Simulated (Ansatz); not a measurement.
Here is a crystal structure:

```
CELL_PARAMETERS angstrom
2.98611 0.00000 0.00000
0.00000 4.22300 0.00000
0.00000 0.00000 4.22300
ATOMIC_POSITIONS crystal
Ti 0.00000 0.00000 0.00000
Co 0.50000 0.00000 0.42465
Ti 0.00000 0.50000 0.50000
Co 0.50000 0.50000 0.92465
```

Question: Describe what this structure looks like.

Answer: Formula: TiCo. It belongs to space group Amm2 (No. 38) and has a base-centred orthorhombic lattice. The cell has 4 atoms, namely 2 Ti, 2 Co.

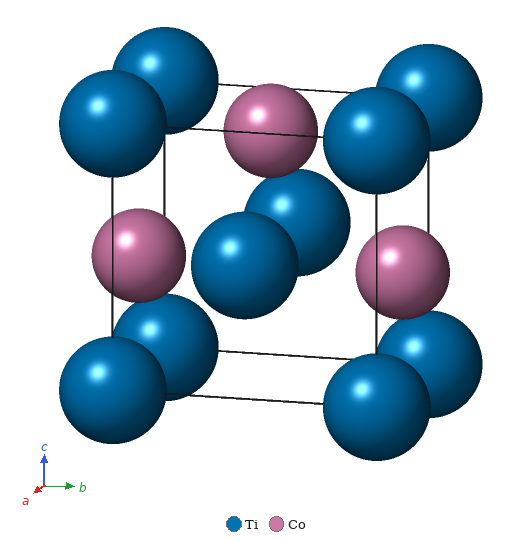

An orthographic spheres-only view of the structure, slightly off an axis. Thin lines show the conventional unit cell, with boundary atoms drawn in all their periodic places. Colours: titanium blue, cobalt pink.

Origin of the cell: a structure listed in the Materials Project. The cell was then strained or its atoms displaced on purpose. It was run through Ansatz as a DFT input.

At this level of theory the cell isn't at rest (compressed, at 4 GPa and forces up to 1.0 eV/Å), so its distances can differ from those at equilibrium, the more so the softer the solid.
